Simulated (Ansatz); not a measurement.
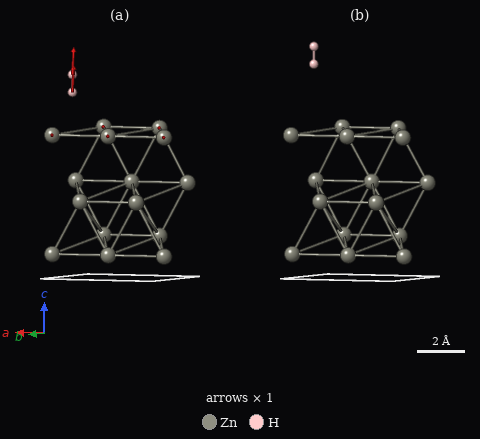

The structure of a slab of composition Zn6H (cut from the P6_3/mmc phase) before (left) and after (right) a constrained relaxation, at one scale. The red arrows give the displacements, at their true length.

The picture is a ball-and-stick view of the cell of the calculation, outlined in the plane, without the vacuum, seen from a free direction.

Case: 1 H2 a cell, upright, over a hollow Zn-Zn-Zn site. The slab is the (1 0 0) face of Zn with H2 on it. 6 atoms are held fixed.

Theory: Ansatz 0.2.0, DFT PBE+D3(BJ), scalar-relativistic, plane waves, PAW. Settings: plane-wave cutoff 420 eV; k-point mesh 4 × 4 × 1; occupations gaussian; smearing width 0.1 eV; no spin polarisation; dipole correction; atoms relaxed in a fixed cell; force threshold 0.04 eV/Å; at most 100 steps.

### Summarise the run.

The largest moves, 1.21 Å, are those of H atoms. Largest moves by element: H 1.21 Å, Zn 0.14 Å. The lattice vectors keep their values. Some distances before and after: Zn–Zn 2.749 → 2.730 Å, Zn–Zn 2.749 → 2.767 Å. Over 8 geometry steps the energy falls by 0.332 eV per cell of the calculation. The largest force component goes from 0.77 to 0.0048 eV/Å.

Limits of the set-up: the periodic images lie only 4.8 Å apart, so the values are limited by the cell's size.
